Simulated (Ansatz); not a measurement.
**Geometry relaxation, with input and output: Zn (part 2 of 2)**

Continued. System: Zn (slab, 12 atoms in the cell). Method: DFT LDA, scalar-relativistic, plane waves, PAW, no spin polarisation (Ansatz 0.2.0); cutoff 420 eV, 13×7×1 k-mesh, Gaussian smearing of 0.1 eV. The structure derives from an entry of the Crystallography Open Database.

Geometry of the input (Å; fractional positions):
```
2.5514  0.0000  0.0000
0.0000  4.8507  0.0000
0.0000  0.0000  26.7845
Zn 0.0000  0.7500  0.2800
Zn 0.5000  0.2500  0.3075
Zn 0.5000  0.7500  0.3625
Zn 0.0000  0.2500  0.3900
Zn 0.0000  0.7500  0.4450
Zn 0.5000  0.2500  0.4725
Zn 0.5000  0.7500  0.5275
Zn 0.0000  0.2500  0.5550
Zn 0.0000  0.7500  0.6100
Zn 0.5000  0.2500  0.6375
Zn 0.5000  0.7500  0.6925
Zn 0.0000  0.2500  0.7200
```

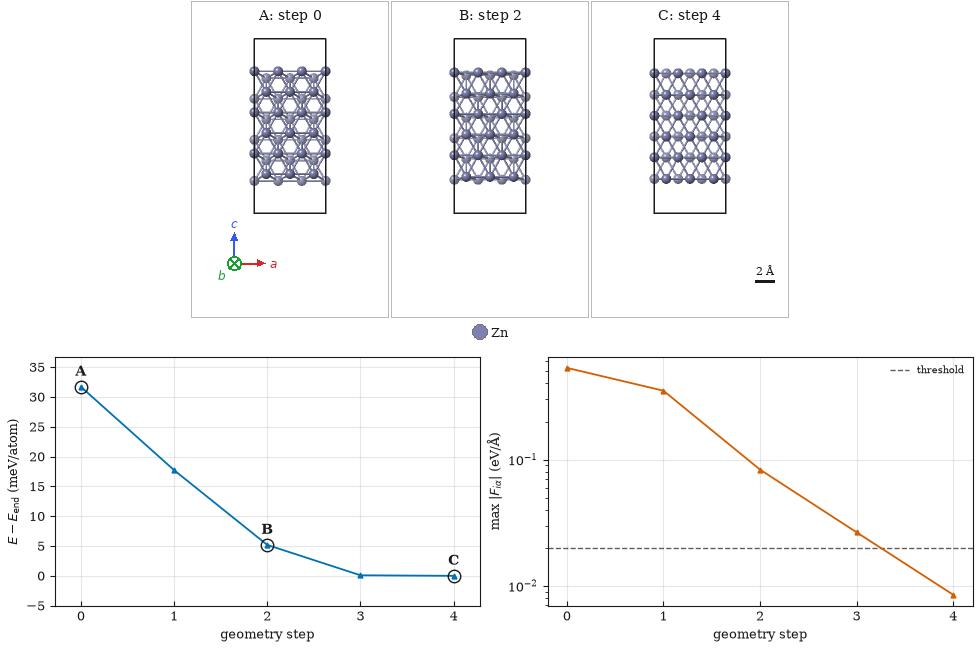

Fig. 1: Frames of the relaxation (ball-and-stick view of the 3 × 1 repeat of the cell, with the vacuum cut short, along the b axis) above the curves, on which the letters mark them (the first geometry is step 0 here and step 1 in the log).

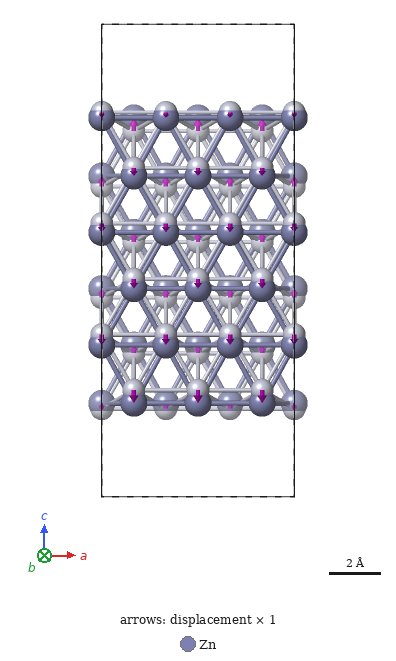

Fig. 2: Start (faint) and end (solid) with the displacements as pink arrows, at true length (ball-and-stick view of the 3 × 1 repeat of the cell, with the vacuum cut short, along the b axis). The largest moves, 0.52 Å, are those of Zn2 and Zn11. The lattice vectors keep their values. Among the contacts that change: Zn10–Zn11 2.838 → 3.351 Å, Zn4–Zn5 2.838 → 3.304 Å, Zn11–Zn12 2.838 → 2.740 Å, Zn10–Zn12 2.551 → 2.645 Å. Over 4 geometry steps the energy falls by 31.7 meV per atom. Largest force component: 0.53 eV/Å at the start, 0.0085 eV/Å at the end. (Atoms are counted from 1 in the order of the input.)

```
WARN: The output density's exchange-correlation potential varies sharply where the density is thin. Do not read a vacuum level from v_tot or v_xc, or from such a field of the output density. On a cell that repeats whose density bears no net charge and no dipole along the vacuum's axis use v_es (v_loc + v_h of the components); under efield.dipole_correction with no amplitude use v_es + v_field, which holds any external_charges[].barrier, or the levels of the report's work_function block, which leave it out; under a non-zero efield.amplitude the vacuum is tilted and has no level; on a cell that repeats and bears such a dipole with no correction it is tilted too, and efield.dipole_correction with no amplitude gives each side of its ramp a level where efield: is served; in a cell that repeats whose density bears a net charge (total_charge, or a fill off its count) it is curved and has none; of a slab under crystal.periodic whose density bears no net charge use v_es, which has a level on each side, short of where the two are joined; of another it falls or rises all the way out and has none; of a slab beside external_charges read slab_vacuum_level instead, which it has where they leave it neutral. The grid or the basis barely resolves most such structure, and the values can differ between equally converged runs; as a rule a tighter scf.convergence.dr2_threshold does not remove it. Where the density itself ripples (under the LDA too) a higher basis.ecutwfc lessens it. The files hold the spikes' plane waves up to the density's cutoff. Files: v_tot_of_output_density and the like, and their columns of v_z.tsv (output.write_potential); v_xc_of_output_density and the like, and their columns of v_comp_z.tsv (output.write_potential_components). Measured: with its Gaussian average of σ = 0.25 Å subtracted twice, the exchange-correlation potential is over 0.1 eV at 590 of the grid points where the equally averaged density (valence and model cores) is under 1e-3 e/Å³, and 0.504 eV at the most among them, at an averaged density of 8.2e-5 e/Å³. The input density's (outcome.potential() and, of a run that writes arrays, v_tot and v_xc) is over 0.1 eV, so measured, at 590 points of its own thin density, 0.506 eV at the most. See output.write_potential in the manual, Limitations
SCF converged after 7 iterations
Free energy (F): -38953.638336 eV
Harris-Foulkes:  -38953.638336 eV  (|F-HF|=1.44e-8)
Internal energy: -38953.618485 eV  (E = F + TS)
E sigma→0 (E₀):  -38953.628411 eV
Entropy (-TS):   -0.019851 eV (-1.654 meV/atom)
Fermi energy:    3.696762 eV
Dipole field:    D = -0.000000 V/Å  (p = -0.000000 e·Å, saw-weighted, corrected)
Work function:   Φ+ = 4.5815 eV   Φ− = 4.5815 eV
Levels:          The Fermi level and band energies are counted from a zero that moves with the ramp; work functions are not
--- Per-component energies (eV) ---
  E_band       = -469.042209
  E_kinetic    = 1584.121933
  E_local      = -185987.425409  (includes V_loc(G=0)·N_el)
  E_nonlocal   = 7354.796925
  E_hartree    = 90969.218785
  E_xc         = -1636.445964
  E_vxc        = -654.300544  (∫ρ·V_xc dr)
  E_paw        = -21032.020576  (= ΣΔE_a)
  E_vpaw       = -4704.664352  (= ΣTr[D̂ρ^β])
  E_aug_tail   = -0.004316  (compensation charges beyond the density's cutoff)
  E_efield     = 0.000000  (sawtooth field / dipole correction)
  E_vefield    = 0.000000  (∫n·V_field dr)
  E_ewald      = 69775.454441
  E_core_change = 18.685696  (= ΣΔE_core)
  E_smearing   = -0.019851  (= −TS)
  E_closure    = 0.000000  (closes the sum)
  Σ components = -38953.638336   (vs F -38953.638336, Δ=0.00e0)
--- Forces (eV/Å), atoms counted from 1 ---
  atom   1  Zn     0.00000000     0.00000000     0.00850432
  atom   2  Zn     0.00000000     0.00000000    -0.00509504
  atom   3  Zn     0.00000000     0.00000000     0.00038799
  atom   4  Zn     0.00000000     0.00000000     0.00692668
  atom   5  Zn     0.00000000     0.00000000    -0.00263644
  atom   6  Zn     0.00000000     0.00000000    -0.00011228
  atom   7  Zn     0.00000000     0.00000000     0.00011230
  atom   8  Zn     0.00000000     0.00000000     0.00263647
  atom   9  Zn     0.00000000     0.00000000    -0.00692666
  atom  10  Zn     0.00000000     0.00000000    -0.00038801
  atom  11  Zn     0.00000000     0.00000000     0.00509506
  atom  12  Zn     0.00000000     0.00000000    -0.00850437
  max |Σ_I F_I| component: 3.32e-8 eV/Å
--- Band table (eV; the first three rows and the last of 28) ---
  k-point 0: bands = ["-7.0623", "-6.3938", "-5.6084", "-5.1429", "-5.1344", "-4.9843", "-4.8640", "-4.8579", "-4.8524", "-4.8376", "-4.8162", "-4.5782", "-4.5055", "-4.4908", "-4.4882", "-4.3128", "-4.3016", "-4.1726", "-4.1485", "-4.1037", "-4.0828", "-4.0533", "-4.0351", "-4.0116", "-3.9716", "-3.9593", "-3.9372", "-3.9211", "-3.8561", "-3.8362", "-3.8290", "-3.8012", "-3.7968", "-3.7646", "-3.7642", "-3.7496", "-3.7085", "-3.6997", "-3.6664", "-3.5862", "-3.5637", "-3.5403", "-3.4933", "-3.4777", "-3.4768", "-3.4768", "-3.4755", "-3.3770", "-3.3687", "-3.3507", "-3.3318", "-3.3017", "-3.2436", "-3.2413", "-3.2383", "-3.2373", "-3.2111", "-3.1627", "-3.1554", "-3.1339", "-3.1004", "-3.0797", "-2.9569", "-2.9569", "-1.9895", "0.0396", "0.1166", "0.8074", "0.8697", "1.2183", "1.3330", "1.8313", "1.8905", "2.7285", "3.0465", "3.9912", "4.2927", "4.3219", "5.5627", "6.2763", "6.3928", "6.8255", "7.7843", "8.1946", "9.4073", "9.5860", "10.6063"]
  k-point 1: bands = ["-6.9346", "-6.2692", "-5.4992", "-5.1515", "-5.0918", "-4.9724", "-4.8584", "-4.8297", "-4.8059", "-4.8030", "-4.7805", "-4.5571", "-4.4948", "-4.4850", "-4.4746", "-4.3038", "-4.2865", "-4.1754", "-4.1447", "-4.1082", "-4.0877", "-4.0527", "-4.0296", "-4.0252", "-3.9742", "-3.9564", "-3.9271", "-3.9110", "-3.8599", "-3.8382", "-3.8318", "-3.8309", "-3.7965", "-3.7788", "-3.7645", "-3.7397", "-3.7263", "-3.7038", "-3.6992", "-3.5751", "-3.5601", "-3.5255", "-3.5206", "-3.4889", "-3.4822", "-3.4523", "-3.4517", "-3.4060", "-3.3694", "-3.3552", "-3.3048", "-3.2706", "-3.2674", "-3.2666", "-3.2652", "-3.2480", "-3.2025", "-3.1968", "-3.1594", "-3.1313", "-3.1034", "-3.0824", "-2.9840", "-2.9839", "-1.8567", "-1.3581", "-0.7184", "0.0923", "0.2319", "1.1307", "1.5033", "2.4531", "2.5306", "3.0949", "3.9139", "4.1809", "4.4106", "5.0251", "5.4352", "6.5118", "6.8525", "7.3122", "7.9095", "8.3241", "9.5354", "9.7096", "10.0995"]
  k-point 2: bands = ["-6.5660", "-5.9146", "-5.2352", "-5.2119", "-4.9850", "-4.9467", "-4.8781", "-4.8075", "-4.6858", "-4.6819", "-4.6633", "-4.5100", "-4.4750", "-4.4567", "-4.4258", "-4.2737", "-4.2470", "-4.1911", "-4.1432", "-4.1155", "-4.0965", "-4.0719", "-4.0414", "-4.0352", "-4.0140", "-3.9444", "-3.9432", "-3.9392", "-3.9111", "-3.8371", "-3.8243", "-3.8079", "-3.8046", "-3.7832", "-3.7665", "-3.7139", "-3.6928", "-3.6712", "-3.6584", "-3.6049", "-3.5515", "-3.5429", "-3.5003", "-3.4927", "-3.4849", "-3.4477", "-3.4344", "-3.3831", "-3.3825", "-3.3634", "-3.3552", "-3.3449", "-3.3337", "-3.3329", "-3.3311", "-3.3300", "-3.3133", "-3.1506", "-3.1240", "-3.1119", "-3.0899", "-3.0589", "-3.0588", "-2.8738", "-2.7166", "-2.1452", "-1.4851", "-1.3869", "-0.3384", "0.5713", "1.0886", "1.9920", "2.9654", "4.7062", "4.7639", "4.7973", "5.3790", "6.2051", "6.6123", "6.8658", "7.6941", "8.1652", "8.2813", "8.7105", "9.9133", "10.0723", "10.3792"]
  k-point 27: bands = ["-4.9066", "-4.9060", "-4.8990", "-4.8990", "-4.7019", "-4.6971", "-4.6936", "-4.6785", "-4.6370", "-4.6288", "-4.6264", "-4.6253", "-4.5301", "-4.5278", "-4.5248", "-4.5195", "-4.2926", "-4.2805", "-4.2771", "-4.2758", "-4.1718", "-4.1641", "-4.1544", "-4.1469", "-3.8087", "-3.7487", "-3.7460", "-3.7376", "-3.7131", "-3.6973", "-3.6869", "-3.6786", "-3.6332", "-3.6293", "-3.6262", "-3.6201", "-3.4107", "-3.3996", "-3.3970", "-3.3895", "-3.3620", "-3.3333", "-3.3314", "-3.3269", "-3.3252", "-3.3232", "-3.3092", "-3.2879", "-3.2202", "-3.2159", "-3.2129", "-3.1906", "-3.1622", "-3.1548", "-3.1537", "-3.1536", "-2.9366", "-2.9344", "-2.9267", "-2.9260", "-0.0594", "0.4417", "0.8471", "1.1736", "1.2869", "1.7117", "1.7496", "2.0448", "2.4391", "2.5293", "2.7205", "2.7878", "4.7798", "5.0125", "5.0440", "5.1661", "5.5573", "5.9104", "6.2241", "6.3310", "7.0666", "7.2053", "7.9082", "8.3441", "8.8912", "9.2979", "10.1357"]
--- Relaxed structure (5 steps of the walk, 5 accepted, 0 SCFs on fresh bases) ---
  F+E_penalty+E_count = -38953.63833624 eV   max|allowed force component| = 8.504e-3 eV/Å
  atoms:
    - { symbol: Zn, position: [0.0, 0.7499999999999999, 0.28790219245823534] }
    - { symbol: Zn, position: [0.49999999999999994, 0.24999999999999997, 0.288114571504058] }
    - { symbol: Zn, position: [0.49999999999999994, 0.7499999999999999, 0.37442680597571565] }
    - { symbol: Zn, position: [0.0, 0.24999999999999997, 0.3744309732244087] }
    - { symbol: Zn, position: [0.0, 0.7499999999999999, 0.4582060613513978] }
    - { symbol: Zn, position: [0.49999999999999994, 0.24999999999999997, 0.45817220753806753] }
    - { symbol: Zn, position: [0.49999999999999994, 0.7499999999999999, 0.5418277919723588] }
    - { symbol: Zn, position: [0.0, 0.24999999999999997, 0.5417939385177545] }
    - { symbol: Zn, position: [0.0, 0.7499999999999999, 0.625569026196822] }
    - { symbol: Zn, position: [0.49999999999999994, 0.24999999999999997, 0.6255731945417904] }
    - { symbol: Zn, position: [0.49999999999999994, 0.7499999999999999, 0.7118854280168824] }
    - { symbol: Zn, position: [0.0, 0.24999999999999997, 0.7120978087025076] }
```

Trajectory as extended XYZ (Å, eV, eV/Å), 5 frames, from step=1 to step=5:
```
12
Lattice="2.5514 0.0000 0.0000 0.0000 4.8507 0.0000 0.0000 0.0000 26.7845" Properties=species:S:1:pos:R:3:forces:R:3 step=1 energy=-38953.25792
Zn    0.0000    3.6381    7.5000    0.0000   0.0000   0.0647
Zn    1.2757    1.2127    8.2365    0.0000   0.0000  -0.5318
Zn    1.2757    3.6381    9.7096    0.0000   0.0000   0.3427
Zn    0.0000    1.2127   10.4461    0.0000   0.0000   0.0290
Zn    0.0000    3.6381   11.9192    0.0000   0.0000   0.1150
Zn    1.2757    1.2127   12.6557    0.0000   0.0000  -0.1318
Zn    1.2757    3.6381   14.1288    0.0000   0.0000   0.1318
Zn    0.0000    1.2127   14.8653    0.0000   0.0000  -0.1150
Zn    0.0000    3.6381   16.3384    0.0000   0.0000  -0.0290
Zn    1.2757    1.2127   17.0749    0.0000   0.0000  -0.3427
Zn    1.2757    3.6381   18.5480    0.0000   0.0000   0.5318
Zn    0.0000    1.2127   19.2845    0.0000   0.0000  -0.0647
12
Lattice="2.5514 0.0000 0.0000 0.0000 4.8507 0.0000 0.0000 0.0000 26.7845" Properties=species:S:1:pos:R:3:forces:R:3 step=2 energy=-38953.42569
Zn    0.0000    3.6381    7.5632    0.0000   0.0000   0.0168
Zn    1.2757    1.2127    8.1259    0.0000   0.0000  -0.3506
Zn    1.2757    3.6381    9.7806    0.0000   0.0000   0.2449
Zn    0.0000    1.2127   10.3744    0.0000   0.0000   0.0038
Zn    0.0000    3.6381   11.9819    0.0000   0.0000   0.0892
Zn    1.2757    1.2127   12.5918    0.0000   0.0000  -0.0828
Zn    1.2757    3.6381   14.1927    0.0000   0.0000   0.0828
Zn    0.0000    1.2127   14.8026    0.0000   0.0000  -0.0892
Zn    0.0000    3.6381   16.4101    0.0000   0.0000  -0.0038
Zn    1.2757    1.2127   17.0039    0.0000   0.0000  -0.2449
Zn    1.2757    3.6381   18.6586    0.0000   0.0000   0.3506
Zn    0.0000    1.2127   19.2213    0.0000   0.0000  -0.0168
12
Lattice="2.5514 0.0000 0.0000 0.0000 4.8507 0.0000 0.0000 0.0000 26.7845" Properties=species:S:1:pos:R:3:forces:R:3 step=3 energy=-38953.57615
Zn    0.0000    3.6381    7.6247    0.0000   0.0000   0.0403
Zn    1.2757    1.2127    7.9317    0.0000   0.0000  -0.0832
Zn    1.2757    3.6381    9.8910    0.0000   0.0000   0.0135
Zn    0.0000    1.2127   10.2551    0.0000   0.0000  -0.0597
Zn    0.0000    3.6381   12.0844    0.0000   0.0000   0.0654
Zn    1.2757    1.2127   12.4915    0.0000   0.0000  -0.0831
Zn    1.2757    3.6381   14.2930    0.0000   0.0000   0.0831
Zn    0.0000    1.2127   14.7001    0.0000   0.0000  -0.0654
Zn    0.0000    3.6381   16.5294    0.0000   0.0000   0.0597
Zn    1.2757    1.2127   16.8935    0.0000   0.0000  -0.0135
Zn    1.2757    3.6381   18.8528    0.0000   0.0000   0.0832
Zn    0.0000    1.2127   19.1598    0.0000   0.0000  -0.0403
12
Lattice="2.5514 0.0000 0.0000 0.0000 4.8507 0.0000 0.0000 0.0000 26.7845" Properties=species:S:1:pos:R:3:forces:R:3 step=4 energy=-38953.63725
Zn    0.0000    3.6381    7.7274    0.0000   0.0000  -0.0265
Zn    1.2757    1.2127    7.7453    0.0000   0.0000  -0.0154
Zn    1.2757    3.6381   10.0248    0.0000   0.0000   0.0217
Zn    0.0000    1.2127   10.0571    0.0000   0.0000  -0.0138
Zn    0.0000    3.6381   12.2613    0.0000   0.0000  -0.0059
Zn    1.2757    1.2127   12.2915    0.0000   0.0000  -0.0007
Zn    1.2757    3.6381   14.4930    0.0000   0.0000   0.0007
Zn    0.0000    1.2127   14.5232    0.0000   0.0000   0.0059
Zn    0.0000    3.6381   16.7274    0.0000   0.0000   0.0138
Zn    1.2757    1.2127   16.7597    0.0000   0.0000  -0.0217
Zn    1.2757    3.6381   19.0392    0.0000   0.0000   0.0154
Zn    0.0000    1.2127   19.0571    0.0000   0.0000   0.0265
12
Lattice="2.5514 0.0000 0.0000 0.0000 4.8507 0.0000 0.0000 0.0000 26.7845" Properties=species:S:1:pos:R:3:forces:R:3 step=5 energy=-38953.63834
Zn    0.0000    3.6381    7.7113    0.0000   0.0000   0.0085
Zn    1.2757    1.2127    7.7170    0.0000   0.0000  -0.0051
Zn    1.2757    3.6381   10.0288    0.0000   0.0000   0.0004
Zn    0.0000    1.2127   10.0289    0.0000   0.0000   0.0069
Zn    0.0000    3.6381   12.2728    0.0000   0.0000  -0.0026
Zn    1.2757    1.2127   12.2719    0.0000   0.0000  -0.0001
Zn    1.2757    3.6381   14.5126    0.0000   0.0000   0.0001
Zn    0.0000    1.2127   14.5117    0.0000   0.0000   0.0026
Zn    0.0000    3.6381   16.7555    0.0000   0.0000  -0.0069
Zn    1.2757    1.2127   16.7557    0.0000   0.0000  -0.0004
Zn    1.2757    3.6381   19.0675    0.0000   0.0000   0.0051
Zn    0.0000    1.2127   19.0732    0.0000   0.0000  -0.0085
```

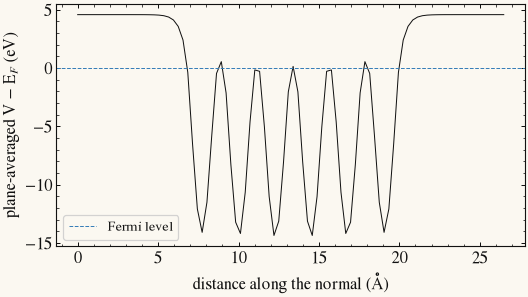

Fig. 3: Plane average of the electrostatic potential energy of an electron across the cell, from the Fermi level. The vacuum level lies 4.58 eV above the Fermi level.

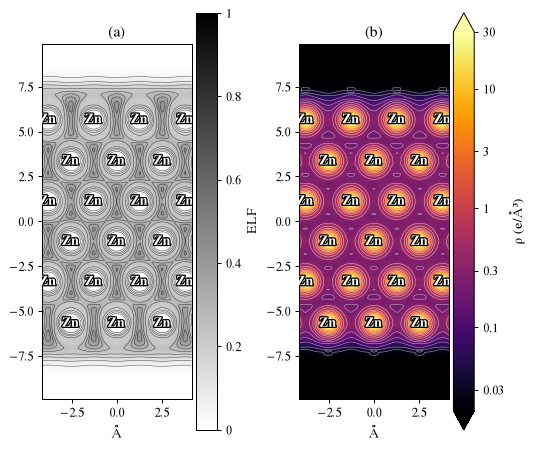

Fig. 4: (a) ELF; (b) valence charge density (pseudo) on the (010) plane of the calculation cell, a cut from vacuum to vacuum. Atoms in the plane: Zn. Zn–Zn (2.55 Å): ρ at the midpoint is about 0.29 e/Å³; the ELF is about 0.35 at the midpoint (nearly free electrons, as in a simple metal). Zn–Zn (2.65 Å): the density is about 0.24 e/Å³ at the midpoint; the ELF is about 0.30 at the midpoint (no shared electron pair). The density dies away to nearly zero in the vacuum. In a PAW calculation such maps are meaningful between the atoms, not at the nuclei.

Results in brief:

| quantity | value |
| --- | --- |
| outcome | converged |
| electrons treated | 144 |
| free energy | −38953.6383 eV |
| work function, top face | 4.58 eV |
| work function, bottom face | 4.58 eV |
| Fermi energy | 3.697 eV |
| gap on the k-point mesh | none (metallic) |
| final volume | 331.49 Å³ |
| work function (upper face) | 4.58 eV |
| largest force (length of the vector) at the end | 0.009 eV/Å |
| wall time | 7.6 min (CPU time 15 min) |
| peak memory | 1 GiB |

Warnings of the run: the exchange-correlation potential is rough where the density is thin.
